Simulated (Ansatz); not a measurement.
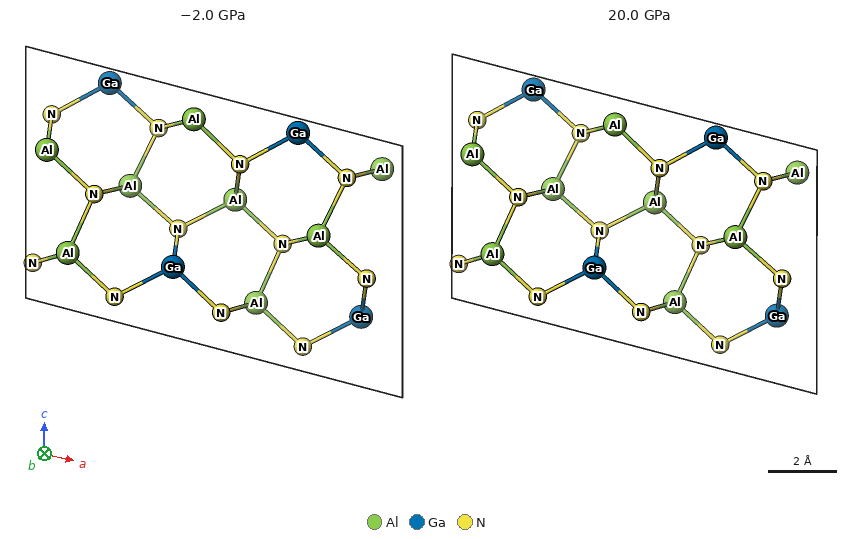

Crystalline Al$_{2}$GaN$_{3}$ (set up in Cm), relaxed (cell and atoms) at several target pressures. The picture shows the first and the last member. Style: ball-and-stick. Shown: the conventional cell (2 times the calculation's cell), along the b axis. Lengths and directions refer to the drawn axes.

Computed with Ansatz 0.2.0: DFT r2SCAN, scalar-relativistic, plane waves, PAW. Set-up: plane-wave cutoff 500 eV; k-point mesh 8 × 8 × 4; occupations gaussian; smearing width 0.02 eV; no spin polarisation; cell and atoms relaxed; force threshold 0.008 eV/Å.

```
pressure (GPa)  volume (Å³/atom)   a (Å)  b (Å)  c (Å)  band gap (eV)
          −2.0            10.836  11.514  3.141  7.438           3.81
           0.0            10.730  11.475  3.131  7.413           3.89
           2.0                 ?       ?      ?      ?              ?
           5.0            10.484  11.383  3.108  7.356           4.07
          10.0            10.264  11.299  3.087  7.303           4.25
          20.0             9.882  11.149  3.050  7.210           4.56
```

Fill in the missing row.

Answer. Murnaghan's form V = V₀(1 + B′P/B₀)^(−1/B′), with V₀ = 10.730 Å³ from the row at zero pressure, fits the other rows with B₀ = 206 GPa and B′ = 3.85 (largest miss 0.002 Å³). At 2.0 GPa it gives 10.730 × (1 + 3.85 × 2.0/206)^(−1/3.85) = 10.628 Å³ per atom. The calculation gives 10.628 Å³/atom (a = 11.437 Å, b = 3.122 Å, c = 7.390 Å). The estimate is right to the digits shown. For the gap a parabola through the rows −2.0, 0.0, 5.0 gives 3.97 eV, and the calculation 3.96 eV (semilocal gaps, lower than measured ones as a rule). From the first member to the last: Ga–N 1.962 → 1.902 Å, Al–N 1.915 → 1.856 Å, Ga–N 1.949 → 1.891 Å.

The whole series:

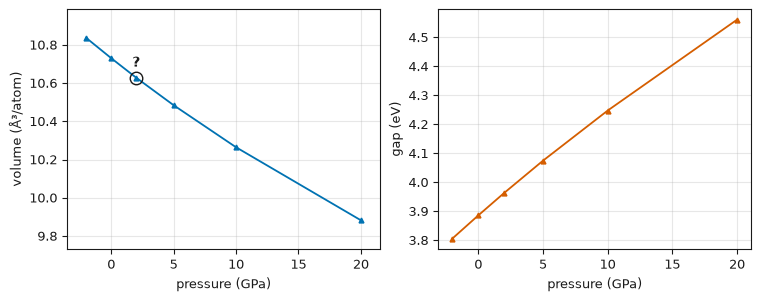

Each member starts from this one structure; whether another phase lies lower wasn't checked.
